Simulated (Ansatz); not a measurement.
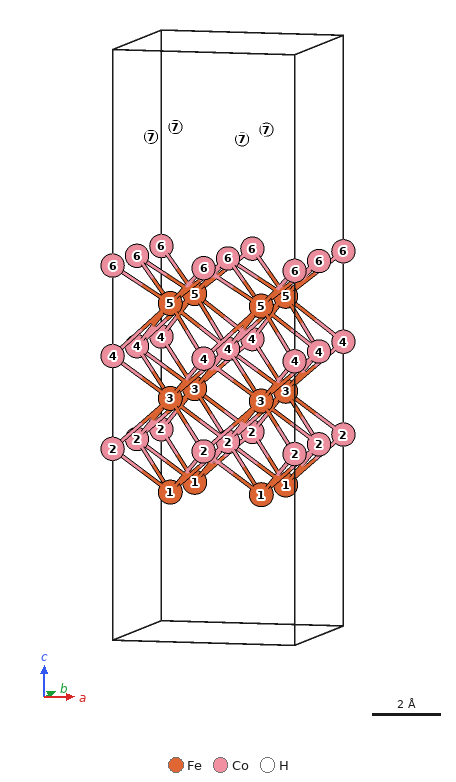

The structure (ball-and-stick view of the 2 × 2 repeat of the cell, with the vacuum cut short, seen slightly off an axis; atoms are numbered from 1 in the order of the input). An atom can appear more than once, as a periodic image.

**Single-point calculation, with input and output: Fe$_{3}$Co$_{3}$H (part 1 of 4)**

Fe$_{3}$Co$_{3}$H (slab, 7 atoms in the cell), computed with DFT, PBE, plane waves, PAW, Ueff = 2 eV on Fe d (Ansatz 0.2.0).

The structure derives from an entry of the Crystallography Open Database. The run did not end well. Figures and captions count atoms from 1; the log counts them from 0 in places.

### Input file
```yaml
crystal:
  lattice:
    - [2.8004162579, 0.0, 0.0]
    - [0.0, 2.8004162579, 0.0]
    - [0.0, 0.0, 26.0010406447]
  atoms:
    - { symbol: Fe, position: [0.5, 0.5, 0.3269099924], spin: 3.21 }
    - { symbol: Co, position: [0.0, 0.0, 0.3807619958], spin: 1.97 }
    - { symbol: Fe, position: [0.5, 0.5, 0.4346139992], spin: 2.99 }
    - { symbol: Co, position: [0.0, 0.0, 0.48745111], spin: 1.94 }
    - { symbol: Fe, position: [0.5, 0.5, 0.5438155382], spin: 2.86 }
    - { symbol: Co, position: [0.0, 0.0, 0.5914735573], spin: 2.01 }
    - { symbol: H, position: [0.3333333333, 0.3333333333, 0.7367878242], spin: 1.0 }
kpoints:
  mp_grid: { grid: [10, 10, 1] }
hamiltonian:
  xc: pbe
  hubbard: { sites: [{ species: Fe, l: d, u_eff: 2.0 }], double_counting: amf }
scf:
  occupations: { method: tetrahedron }
output:
  forces: true
  eigenvalues: true
  stress: true
magnetization:
  spin_polarized: true
efield:
  axis: 3
  dipole_correction: true
  ramp_width: 0.04
```

Hardware: 4 threads of Arm Neoverse V2, 24 GiB of memory available, shared host.

Command:
```bash
ansatz run input.yaml --threads 4 --pin off --max-ram 10240MiB --backend cpu --events-out ev --progress --plain --runs-dir out
```

### Output
```
Warning: output.forces, output.stress, relax.cell or npt_langevin: where a Kohn–Sham band that disperses or a degenerate level is filled in part under the method tetrahedron, the forces or the stress that this run publishes need not agree with its energy (scf.occupations.method in the input reference, under Limitations); prefer a smearing scheme for the forces or the stress
Fe: projections on atomic orbitals take those of the free atom [Ne] 3s2 3p6 3d6 4s2, of charge +0.00 (hamiltonian.pseudopotentials.projection_atoms); the dataset's partial waves leave at most 1.1e-6 of an orbital's norm unspanned inside its sphere
Co: projections on atomic orbitals take those of the free atom [Ne] 3s2 3p6 3d7 4s2, of charge +0.00 (hamiltonian.pseudopotentials.projection_atoms); the dataset's partial waves leave at most 1.4e-6 of an orbital's norm unspanned inside its sphere
H: projections on atomic orbitals take those of the free atom 1s1, of charge +0.00 (hamiltonian.pseudopotentials.projection_atoms); the dataset's partial waves leave at most 1.2e-11 of an orbital's norm unspanned inside its sphere
band count auto-derived: 71 (N_el = 100.0; filled up to band 50; 70 by the electrons, moments and atoms)
Engine: ansatz 0.2.0, aarch64-unknown-linux-gnu
Pseudopotentials: kind: paw
Pseudopotential: Fe, paw, valence charge 16, recommended cutoff 420 eV (normal), Fe.paw.azcp
Pseudopotential: Co, paw, valence charge 17, recommended cutoff 420 eV (normal), Co.paw.azcp
Pseudopotential: H, paw, valence charge 1, recommended cutoff 420 eV (normal), H.paw.azcp
Functional definition: PBE
  parameter kappa = 0.804
  parameter beta = 0.06672455060314922
  exchange = pbe_x(kappa = kappa, mu = beta*pi^2/3)
  correlation = pbe_c(beta = beta)
Crystal: 7 atoms, lattice volume = 203.909 Å³
Basis set: ecut = 420 eV, 4051 PW (Γ), exchange–correlation on 40×40×360 points (8 copies of the dense FFT grid, shifted against one another)
Bands: 71, of which v1, the nominal top of the filled ones, is band 50 counted from 1 (49 counted from 0)
Symmetry: 2 space group operations
k-points: 31 of 100 (time reversal used)
Non-local potential: Fe, projectors of the file, l = 0: 3, l = 1: 2, l = 2: 3, l = 3: 1
Non-local potential: Co, projectors of the file, l = 0: 3, l = 1: 2, l = 2: 3, l = 3: 1
Non-local potential: H, projectors of the file, l = 0: 2, l = 1: 1
PAW form: soft (Blöchl's): semilocal exchange-correlation on the pseudo side does not see the compensation charge
PAW one-centre angular grid: Fe, 590 points (default); XC on 64 Gauss nodes
PAW one-centre angular grid: Co, 590 points (default); XC on 64 Gauss nodes
PAW one-centre angular grid: H, 110 points (default); XC on 64 Gauss nodes
Starting moments: Σ|m| = 15.98 μB on 7 of 7 sites
Initial wavefunctions: pseudopotential atomic-orbital guess
Functional: x = pbe(κ = 0.804, μ = 0.2195149727645171), c = pbe(β = 0.06672455060314922)
```
